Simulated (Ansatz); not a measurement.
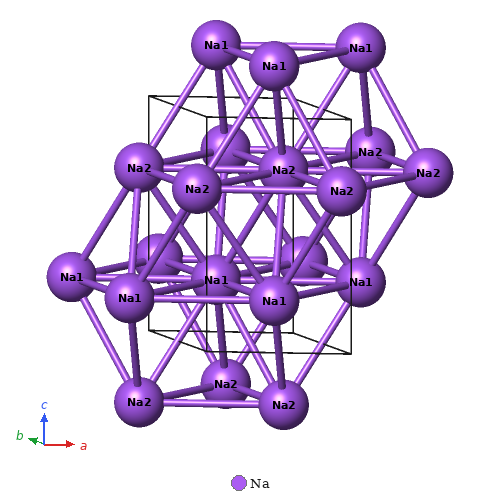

The system is Na (P6_3/mmc, No. 194; 2 atoms in the cell); the picture shows the reference structure. 
- The cell is strained homogeneously, by one strain along x and y and another along z, with fractional coordinates fixed (x along [1 0 0], z along [0 0 1] of the conventional cell).
- First axis: strain along x and y. Second axis: strain along z.
- Grid: 5 × 5 points. At 4 points there is no value.
- Points are written as (first, second).
- Energies are in meV/atom, from the lowest grid point.
- The reference cell is the one listed in the database, not relaxed at this level.
- Theory: DFT PBE, scalar-relativistic, plane waves, PAW (Ansatz 0.2.0). Settings: cutoff 420 eV, k-mesh 15×15×8 in the order of the run's cell vectors, gaussian smearing 0.15 eV, no spin polarisation.

Its coordinates:

```xyz
2
Lattice="3.7670 0.0000 0.0000 -1.8835 3.2623 0.0000 0.0000 0.0000 6.1540" Properties=species:S:1:pos:R:3 pbc="T T T"
Na    0.0000    2.1749    1.5385
Na    1.8835    1.0874    4.6155
```

Range: strain along x and y from −5.0 to 5.0 %; strain along z from −5.0 to 5.0 %.

Q: What landscape does the calculation give?

A: The lowest grid point is at (0.0 %, −2.5 %). The bottom of the well lies between grid points, at about (−0.5 %, −1.0 %), about 0.32 meV/atom lower on the interpolated surface. No other kind of well shows on this grid. The highest grid point, (5.0 %, 5.0 %), lies 22.1 meV/atom above the lowest. Round the minimum the valley is somewhat tilted: raising strain along x and y shifts the best value of strain along z downwards (coupling k₁₂/√(k₁₁k₂₂) about 0.4).

| strain along z ↓, strain along x and y → | −5.0 | −2.5 | 0.0 | 2.5 | 5.0 |
| --- | --- | --- | --- | --- | --- |
| 5.0 | 10.5 | 5.0 | 5.8 | 11.8 | 22.1 |
| 2.5 | 8.5 | – | 2.0 | – | 16.4 |
| 0.0 | 8.8 | 1.2 | 0.0 | 4.0 | 12.2 |
| −2.5 | 11.6 | – | 0.0 | – | 9.6 |
| −5.0 | 17.1 | 6.4 | 2.1 | 3.3 | 9.2 |

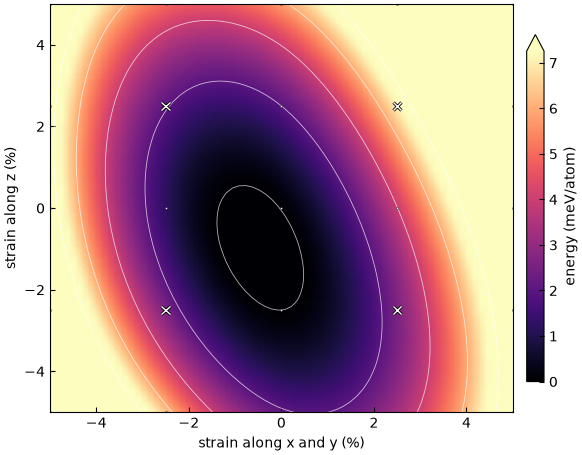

Drawn: a smooth colour map with a few white contour lines, crosses at grid points without a value, dots at the grid points, one colour for all values above the top of the scale. Between grid points the surface is interpolated.
